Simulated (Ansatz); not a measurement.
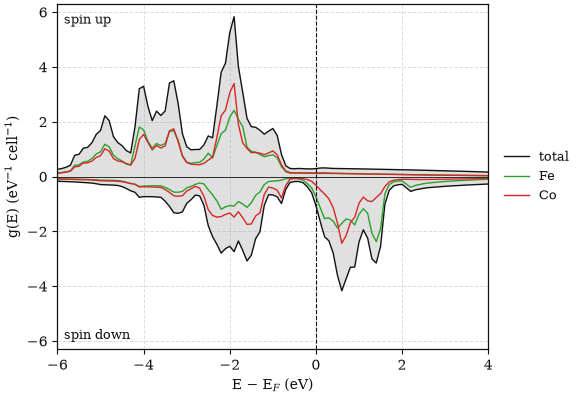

Density of states. Energies are counted from the Fermi level. The partial curves are projected on Löwdin-orthogonalised atomic shells. Spin-down states are drawn negative.

The material is FeCo, space group Pm-3m, 2 atoms in the cell.

Method: DFT PBE, scalar-relativistic, plane waves, PAW, spin-polarised, 14×14×14 k mesh, 420 eV cutoff (Ansatz).

Metal or insulator, and how many states lie at the Fermi level?

Answer. It is a metal. The density of states at the Fermi level isn't well fixed here: it changes fast, and within 0.3 eV it runs from 0.51 to 2.6 per eV and cell.

What do the unequal spin channels mean for the moment?

Answer. The two spin channels differ: the cell has a net moment of 4.5 μB, with spin up in the majority.
